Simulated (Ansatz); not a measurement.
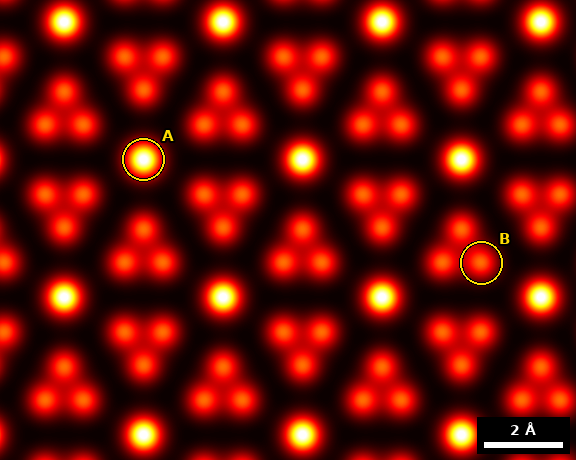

iDPC-like image of Zn (Pm-3n, No. 223) along [111]. Simulated as the projected potential of neutral atoms (B = 0.8 Å²) blurred by a 0.50 Å probe, the thin-sample limit of integrated differential phase contrast. Structure: the input geometry of an electronic-structure calculation (not necessarily at equilibrium); the starting structure was generated, so it need not be a known form of this composition.

What lies under each ring?

A: Zn (2 Zn per 8.73 Å along the beam; the brightest kind). B: Zn (1 Zn per 8.73 Å along the beam; about 50 % of the brightest peak). Brightness is counted from the darkest point of the image.
